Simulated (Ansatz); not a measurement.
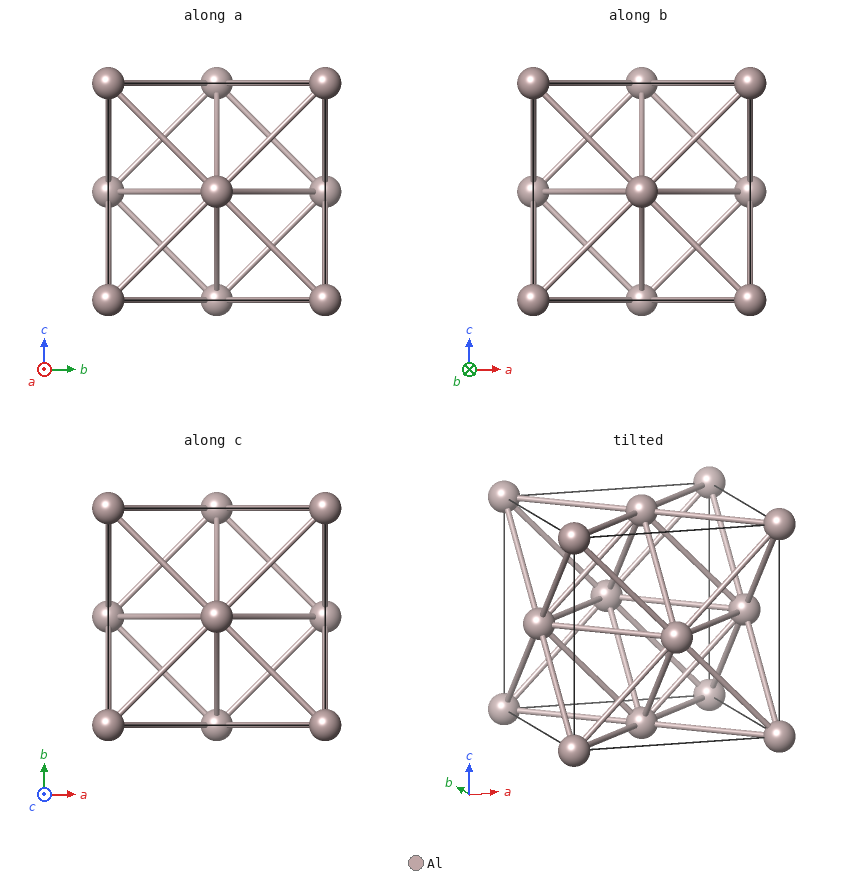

Crystal structure, ball-and-stick style, seen along the a axis, along the b axis, along the c axis and slightly off an axis. One conventional unit cell is framed, with atoms on its boundary repeated.

Lattice parameters: a = 4.041 Å, b = 4.041 Å, c = 4.041 Å, α = 90.00°, β = 90.00°, γ = 90.00°. Put a along x and b in the xy plane.

### Give the structure in the form of a POSCAR file.

```
Al
1.0
     4.041    0.000    0.000
     0.000    4.041    0.000
     0.000    0.000    4.041
Al
4
Direct
  0.5000 0.5000 0.0000
  0.5000 0.0000 0.5000
  0.0000 0.5000 0.5000
  0.0000 0.0000 0.0000
```

The starting point was a structure type filled with this element by a generator (whether the element takes this form wasn't checked). Earlier steps of the study, as a rule a relaxation of our own, may have changed the cell and positions, so they can lie some per cent off the listed ones. An electronic-structure calculation with Ansatz was run on it.
